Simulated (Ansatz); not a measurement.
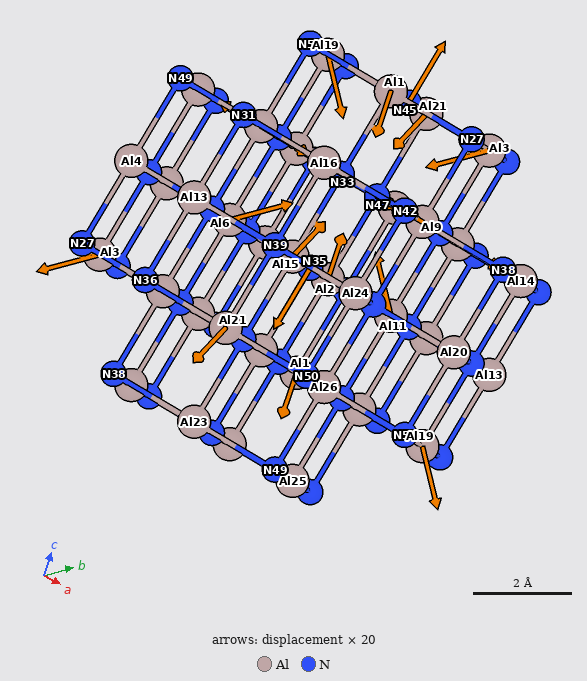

A relaxation of a defect cell of composition Al26N27 (cell charge −1). The starting structure is drawn; orange arrows show the displacements, magnified 20 times.

A ball-and-stick model of the atoms within 5.0 Å of the atom that moves most (axes of the cell of the calculation), seen slightly off an axis.

Level of theory: Ansatz, DFT, PBE, plane-wave PAW, default files, scalar-relativistic. (plane-wave cutoff 420 eV; k-point mesh 3 × 3 × 3; occupations fermi dirac; smearing width 0.01 eV; collinear spin; atoms relaxed in a fixed cell; force threshold 0.03 eV/Å; at most 40 steps)

What happened in the run?

Answer. After 4 geometry steps the energy has fallen by 1.184 eV per cell of the calculation. The largest force component goes from 1.7 to 0.0033 eV/Å. The largest moves, 0.074 Å, are those of N atoms. By element the largest moves are N 0.074 Å, Al 0.069 Å. The lattice vectors keep their values. Among the contacts that change: Al–N 1.969 → 1.900 Å, Al–N 1.969 → 2.014 Å, Al–N 1.969 → 1.924 Å, Al–N 1.969 → 1.964 Å. Bond angles that change, for instance: N–Al–N 90.0° → 97.4°, Al–N–Al 180.0° → 172.6°, N–Al–N 180.0° → 174.8°.

Limits of the set-up: the periodic images lie only 8.4 Å apart, so the values are limited by the cell's size; the cell is charged, on a uniform background, and energies carry no finite-size correction.
